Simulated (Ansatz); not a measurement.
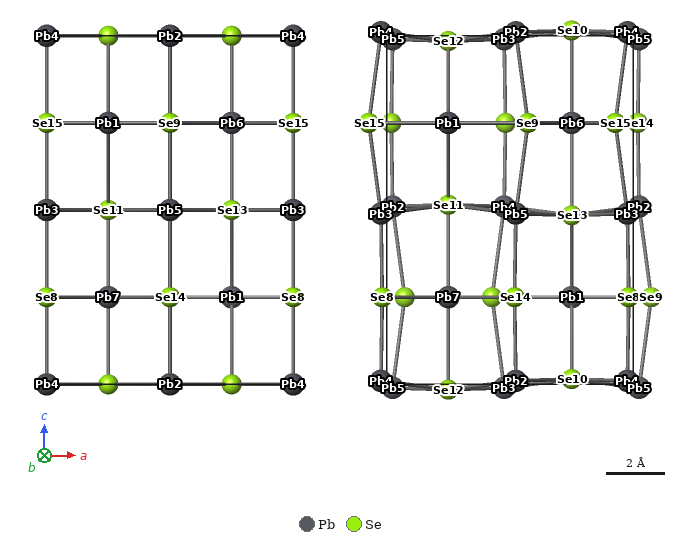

Two geometries of a defect cell of composition Pb7Se8 (started half-way along a vacancy jump, in the symmetry of that start), drawn at one scale. One is the start of a relaxation, the other its converged end. A ball-and-stick model of the conventional cell (2 times the calculation's cell), seen along the b axis. Lengths and directions refer to the drawn axes.

Level of theory: Ansatz, DFT PBEsol, scalar-relativistic, plane waves, PAW. Settings: plane-wave cutoff 420 eV; k-point mesh 4 × 4 × 4; occupations gaussian; smearing width 0.1 eV; no spin polarisation; atoms relaxed in a fixed cell; force threshold 0.02 eV/Å; at most 60 steps.

### Which geometry has the lower energy?

The right one is the relaxed one. Over 7 accepted moves (8 points after the start) the energy falls by 3.732 eV per cell of the calculation. Largest force component: 5.2 eV/Å at the start, 0.014 eV/Å at the end. The line search rejected the trial step at point 6 of the run. The largest moves, 0.63 Å, are those of Se9 and Se15. Se15 goes along −a. By element the largest moves are Se 0.63 Å, Pb 0.37 Å. The cell doesn't change. Some distances before and after: Se9–Se15 4.316 → 3.057 Å, Pb1–Se15 2.158 → 2.787 Å, Pb1–Se10 3.737 → 3.438 Å, Pb6–Se10 3.052 → 3.238 Å. Bond angles that change, for instance: Pb6–Se15–Pb7 90.0° → 117.7°, Se9–Pb7–Se15 90.0° → 62.3°, Se8–Pb7–Se15 180.0° → 158.8°.
